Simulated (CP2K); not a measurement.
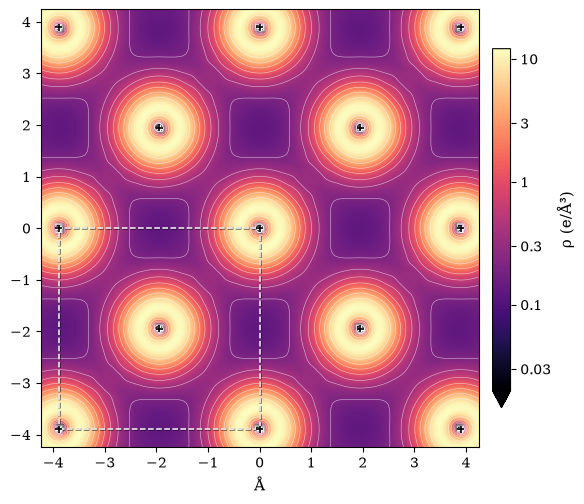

The valence charge density (pseudo) on a plane through atoms (crosses mark nuclei in the plane).

These are results of CP2K, Kohn-Sham DFT of a periodic cell, PBEsol, GTH-PBE with UZH-TZVP basis, not measurements.

Candidates:
A. Pd, a = 3.89 Å, b = 3.89 Å, c = 3.89 Å, α = 90.00°, β = 90.00°, γ = 90.00°. Space group Fm-3m.
B. CoO, a = 4.26 Å, b = 4.26 Å, c = 4.26 Å, α = 90.00°, β = 90.00°, γ = 90.00°. Space group Fm-3m; computed pressure about −9 GPa in this cell; spin-polarised.
C. YN, a = 4.88 Å, b = 4.88 Å, c = 4.88 Å, α = 90.00°, β = 90.00°, γ = 90.00°. Space group Fm-3m.

### Which system is this?

Candidate A: Pd on the (010) plane of the conventional cell, which holds Pd. Pd–Pd (2.75 Å): ρ at the midpoint is about 0.33 e/Å³.
